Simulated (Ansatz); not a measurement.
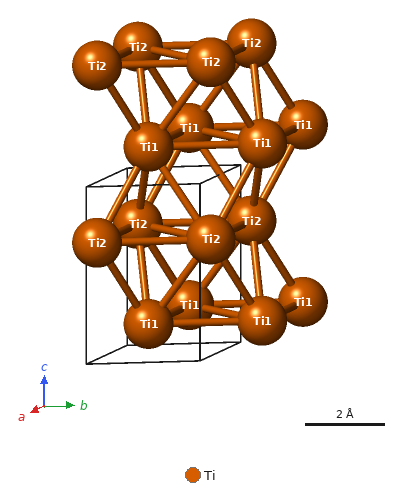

**Figure 1.** The input geometry (ball-and-stick view of the cell of the calculation, repeated 2 × 2 × 2, seen slightly off an axis; atoms are numbered from 1 in the order of the input). An atom can appear more than once, as a periodic image. Near neighbours in the periodic cell (some may lie outside the picture): Ti has 12 Ti at 2.85 to 2.94 Å.

## Single-point calculation, with input and output: Ti

Ti (P6₃/mmc, 2 atoms in the cell), computed with DFT r2SCAN, scalar-relativistic, plane waves, PAW, no spin polarisation (Ansatz 0.2.0).

The structure derives from an entry of the Crystallography Open Database. It belongs to a series of runs on one base structure; here: strain along c alone, the other axes held, atoms relaxed: -1.0 %. Figures and captions count atoms from 1; the log counts them from 0 in places.

## The program's output
```
Engine: ansatz 0.2.0, x86_64-unknown-linux-gnu
Pseudopotentials: kind: paw
Pseudopotential: Ti, paw, valence charge 12, recommended cutoff 500 eV (meta_gga), Ti.paw.azcp
Functional definition: r2SCAN
  parameter k0 = 0.174
  parameter k1 = 0.065
  parameter a1 = 4.9479
  exchange = r2scan_x(k0 = k0, k1 = k1, a1 = a1)
  correlation = r2scan_c
Crystal: 2 atoms, lattice volume = 34.259 Å³
Basis set: ecut = 500 eV, 881 PW (Γ), exchange–correlation on 96×96×144 points (64 copies of the dense FFT grid, shifted against one another)
Bands: 16, of which v1, the nominal top of the filled ones, is band 12 counted from 1 (11 counted from 0)
Symmetry: 24 space group operations
Space group: P63/mmc (ITA 194), of the structure as read, at distance tolerance 3.2e-5 Å
k-points: 427 of 6912
Non-local potential: Ti, projectors of the file, l = 0: 3, l = 1: 2, l = 2: 3, l = 3: 1
PAW form: soft (Blöchl's): semilocal exchange-correlation on the pseudo side does not see the compensation charge
PAW frozen core: Ti, regenerated for the run's functional (the file was generated under x = pbe(κ = 0.804, μ = 0.2195149727645171), c = pbe(β = 0.06672455060314922))
PAW one-centre angular grid: Ti, 590 points (default); XC on 160 Gauss nodes
Initial density: superposition of atomic densities (neutral atoms: chi_scale 0, normalization atom), corrected by the library's trained network
Initial wavefunctions: pseudopotential atomic-orbital guess
Functional: x = r2scan, c = r2scan; τ floored in thin density (d = 2e-4 eV/Å³)
SCF iter   1: F=—  HF=-5008.694321 eV  |F-HF|=—  |Δ(HF+E_count)|=         —  Δρ=1.68e-2  dr2=8.54e-2  dr2_τ=1.62e-2  ethr=1.77e-3  ⟨swp⟩=3.4  Hψ=28464  notcnv=0
preconditioner: auto → none  [metal: Δε(μ)=0.004 eV  Ē_g=3.186 eV  σ=0.100 eV  W_gap=0.02  n_scr=8 (ndim 8)  ℏωp=17.9 eV  f_vac=0.000  D(μ)=1.61/eV (n_scr^D=22)  sad-step TF]
SCF iter   2: F=—  HF=-5008.741053 eV  |F-HF|=—  |Δ(HF+E_count)|=   4.67e-2  Δρ=6.07e-3  dr2=1.08e-2  dr2_τ=7.97e-4  ethr=3.56e-4  ⟨swp⟩=2.8  Hψ=16095  notcnv=0  defer=22
SCF iter   3: F=—  HF=-5008.741342 eV  |F-HF|=—  |Δ(HF+E_count)|=   2.88e-4  Δρ=1.62e-3  dr2=3.65e-4  dr2_τ=1.01e-4  ethr=4.48e-5  ⟨swp⟩=3.0  Hψ=13158  notcnv=0  defer=22
SCF iter   4: F=—  HF=-5008.741927 eV  |F-HF|=—  |Δ(HF+E_count)|=   5.85e-4  Δρ=3.61e-4  dr2=1.64e-5  dr2_τ=2.22e-6  ethr=1.52e-6  ⟨swp⟩=2.0  Hψ=10927  notcnv=0  defer=22
SCF iter   5: F=—  HF=-5008.741958 eV  |F-HF|=—  |Δ(HF+E_count)|=   3.12e-5  Δρ=2.61e-5  dr2=1.22e-7  dr2_τ=1.26e-8  ethr=6.81e-8  ⟨swp⟩=2.0  Hψ=11076  notcnv=0  defer=22
SCF iter   6: F=-5008.741958 eV  HF=-5008.741958 eV  |F-HF|=1.26e-9  |Δ(HF+E_count)|=   5.29e-8  Δρ=5.03e-6  dr2=4.31e-9  dr2_τ=3.78e-10  ethr=4.17e-10  ⟨swp⟩=5.2  Hψ=27772  notcnv=0
SCF 1 converged in 6 iterations: F = -5008.741958 eV  dr2 = 4.31e-9
  greatest PAW one-centre occupation: 1.000 electrons in one spin orbital (limit 2), on the Ti atom at site 1 (counted from 0), in its partial waves of l = 1
```

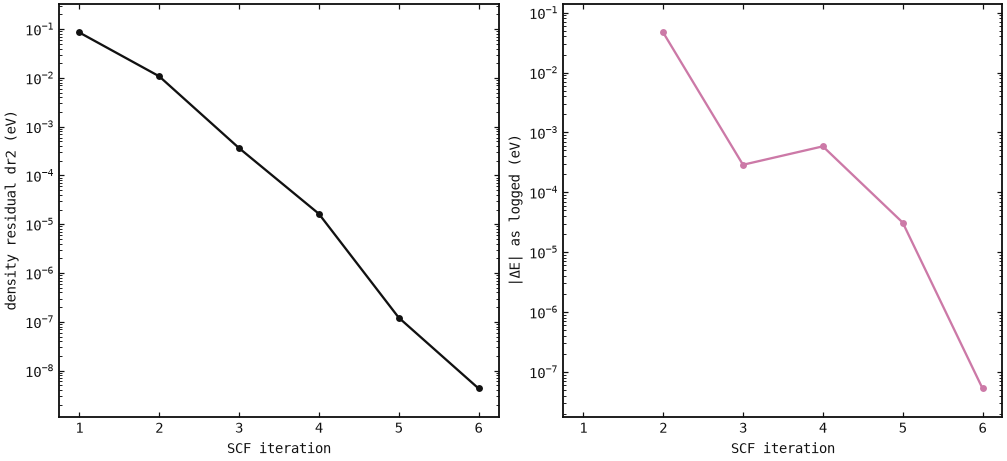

**Figure 2.** Convergence of the self-consistent field: density residual dr2 and size of the energy change against the SCF iteration. The residual falls at every step.

```
SCF converged after 6 iterations
Free energy (F): -5008.741958 eV
Harris-Foulkes:  -5008.741958 eV  (|F-HF|=1.26e-9)
Internal energy: -5008.733942 eV  (E = F + TS)
E sigma→0 (E₀):  -5008.737950 eV
Entropy (-TS):   -0.008016 eV (-4.008 meV/atom)
Fermi energy:    13.648288 eV
--- Per-component energies (eV) ---
  E_band       = -335.952238
  E_kinetic    = 545.425533
  E_local      = -1604.297737  (includes V_loc(G=0)·N_el)
  E_nonlocal   = 14.533504
  E_hartree    = 658.027280
  E_xc         = -185.898182
  E_vxc        = -265.709032  (∫ρ·V_xc dr)
  E_paw        = -2113.448405  (= ΣΔE_a)
  E_vpaw       = -360.223224  (= ΣTr[D̂ρ^β])
  E_aug_tail   = 0.000180  (compensation charges beyond the density's cutoff)
  E_vtau       = 18.261511  (kinetic-family band-sum trace: ∫τ·v_τ [+ j·A + Jᵃ·Aᵃ] dr)
  E_ewald      = -2322.569201
  E_core_change = -0.506914  (= ΣΔE_core)
  E_smearing   = -0.008016  (= −TS)
  E_closure    = 0.000000  (closes the sum)
  Σ components = -5008.741958   (vs F -5008.741958, Δ=0.00e0)
--- Forces (eV/Å), atoms counted from 1 ---
  atom   1  Ti    -0.00000000    -0.00000000    -0.00000000
  atom   2  Ti     0.00000000     0.00000000     0.00000000
  max |Σ_I F_I| component: 1.85e-17 eV/Å
--- Stress (GPa, compression-positive) ---
        0.779553      -0.000000       0.000000
       -0.000000       0.779553       0.000000
        0.000000       0.000000       2.026975
  P = ⅓ Tr σ = 1.1954 GPa (11.954 kbar)
--- Band table (eV; the first three rows and the last of 427) ---
  k-point 0: bands = ["-45.6024", "-45.4440", "-21.1782", "-20.4840", "-20.4840", "-20.3907", "-20.3699", "-20.3699", "6.9619", "10.7405", "14.3751", "14.4869", "14.4869", "14.6998", "15.0522", "15.0522"]
  k-point 1: bands = ["-45.5997", "-45.4468", "-21.1653", "-20.4820", "-20.4820", "-20.4048", "-20.3719", "-20.3719", "7.0255", "10.7107", "14.2670", "14.4521", "14.4521", "14.6618", "15.0143", "15.0143"]
  k-point 2: bands = ["-45.5919", "-45.4548", "-21.1275", "-20.4764", "-20.4764", "-20.4458", "-20.3777", "-20.3777", "7.2139", "10.6041", "14.0104", "14.3807", "14.3807", "14.5519", "14.9122", "14.9122"]
  k-point 426: bands = ["-45.4383", "-45.4383", "-20.9768", "-20.9768", "-20.7604", "-20.7604", "-20.4930", "-20.4930", "12.2524", "12.2524", "12.5303", "12.5303", "13.2974", "13.2974", "15.5225", "15.5225"]
```

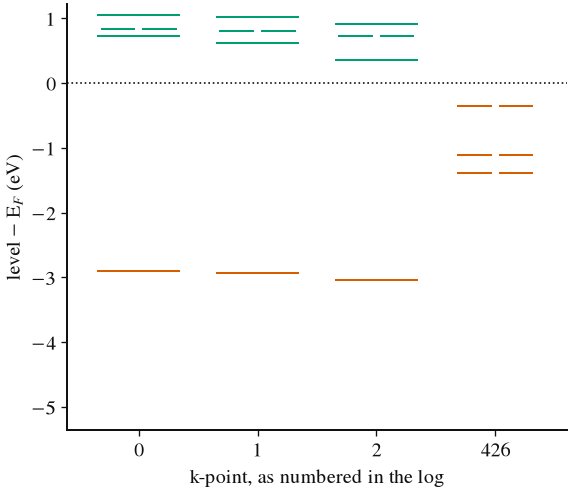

**Figure 3.** Kohn–Sham levels near the Fermi level (dotted) at the few k-points that the log prints; levels within 0.02 eV of each other stand side by side. The system is metallic on the full mesh.

The run was set up as follows.

## Input
```yaml
crystal:
  lattice:
    - [2.9357969427, 0.0, 0.0]
    - [-1.4678984714, 2.5424747328, 0.0]
    - [0.0, 0.0, 4.5898309766]
  atoms:
    - { symbol: Ti, position: [0.3333333333, 0.6666666667, 0.25] }
    - { symbol: Ti, position: [0.6666666667, 0.3333333333, 0.75] }
basis:
  ecutwfc: 500
kpoints:
  mp_grid: { grid: [24, 24, 12] }
hamiltonian:
  xc: r2scan
scf:
  occupations: { method: gaussian, width: 0.1 }
output:
  forces: true
  stress: true
  eigenvalues: true
```

Command:
```bash
ansatz run input.yaml --threads 1 --pin off --max-ram 2560MiB --backend cpu --events-out ev --progress --plain --runs-dir out
```

## Results in brief

```csv
quantity,value
outcome,converged
space group (tolerance 0.01 Å),P6₃/mmc (194)
electrons treated,24
free energy,−5008.7420 eV
Fermi energy,13.648 eV
gap on the k-point mesh,none (metallic)
pressure,1.20 GPa
largest force (length of the vector),under 0.001 eV/Å
hardware,"1 thread of Intel Xeon @ 2.50GHz (Skylake/Cascade Lake), 189 GiB of memory available, shared host"
wall time,43 s
peak memory,0.62 GiB
```
